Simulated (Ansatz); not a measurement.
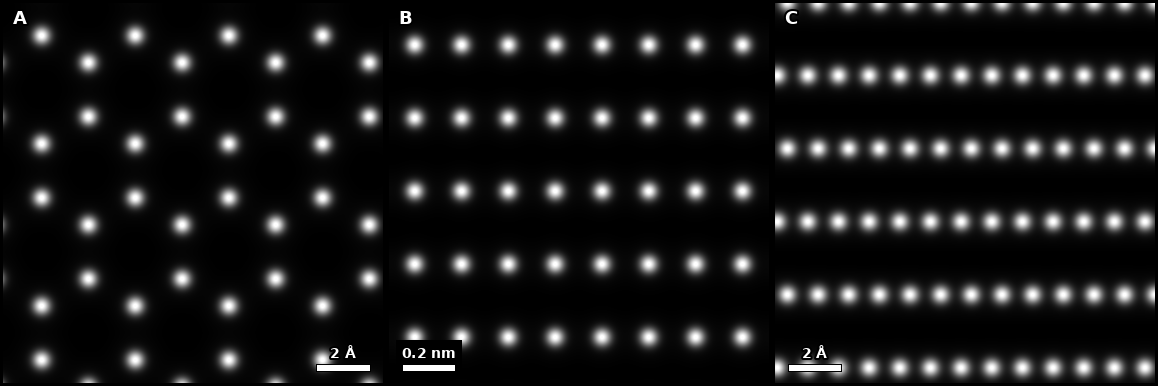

Three views of Y (P6_3/mmc, No. 194) along different zone axes. Simulated incoherent Z contrast: every atom adds Z^1.7 spread by a probe of 0.55 Å full width; channelling and multiple scattering are left out. The probe carries 25 % of its weight in a tail 2.5 times as wide. Atomic positions: the input geometry of a calculation; the starting structure was generated, so it need not be a known form of this composition.

```cif
data_structure
_symmetry_space_group_name_H-M 'P6_3/mmc'
_symmetry_Int_Tables_number 194
_cell_length_a 3.6525
_cell_length_b 3.6525
_cell_length_c 5.7013
_cell_angle_alpha 90.000
_cell_angle_beta 90.000
_cell_angle_gamma 120.000
_cell_volume 65.87
loop_
_atom_site_label
_atom_site_type_symbol
_atom_site_symmetry_multiplicity
_atom_site_Wyckoff_symbol
_atom_site_fract_x
_atom_site_fract_y
_atom_site_fract_z
_atom_site_occupancy
Y1 Y 2 d 0.33333 0.66667 0.75000 1
```

**Match the panels to the zone axes [001], [210] and [310].**

A is [001]: projected cell 3.65 × 3.65 Å, 120°, plane group p6mm. B is [210]: projected cell 1.83 × 2.85 Å, 90°, plane group p2mm. C is [310]: projected cell 1.20 × 5.70 Å, 90°, plane group p2mg.
